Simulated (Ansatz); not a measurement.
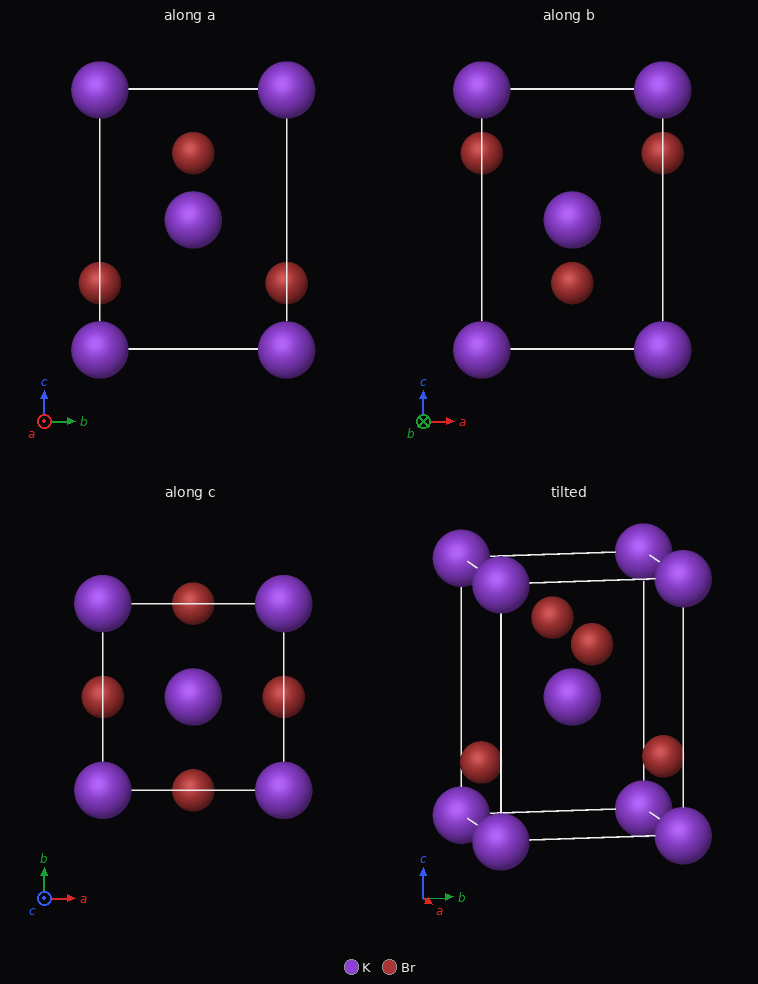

The crystal in a spheres-only representation, seen along the a axis, along the b axis, along the c axis and slightly off an axis. One conventional unit cell is outlined, and atoms on its boundary appear in each equivalent place.

Lattice parameters: a = 5.1334 Å, b = 5.2987 Å, c = 7.3766 Å, α = 90.000°, β = 90.000°, γ = 90.000°.

Q: From the views, write a CIF in P1 with every atom of the cell, with free fractional coordinates to two decimals.

A:
```cif
data_structure
_symmetry_space_group_name_H-M 'P 1'
_symmetry_Int_Tables_number 1
_cell_length_a 5.1334
_cell_length_b 5.2987
_cell_length_c 7.3766
_cell_angle_alpha 90.000
_cell_angle_beta 90.000
_cell_angle_gamma 90.000
_cell_volume 200.65
loop_
_atom_site_label
_atom_site_type_symbol
_atom_site_fract_x
_atom_site_fract_y
_atom_site_fract_z
_atom_site_occupancy
K1 K 0.50 0.50 0.50 1
Br1 Br 0.00 0.50 0.75 1
K2 K 0.00 0.00 0.00 1
Br2 Br 0.50 0.00 0.25 1
```

The model was built from a structure type filled with these elements by a generator (whether the compound takes this form wasn't checked). The cell was then strained or its atoms displaced on purpose. It was run through Ansatz as a DFT input.
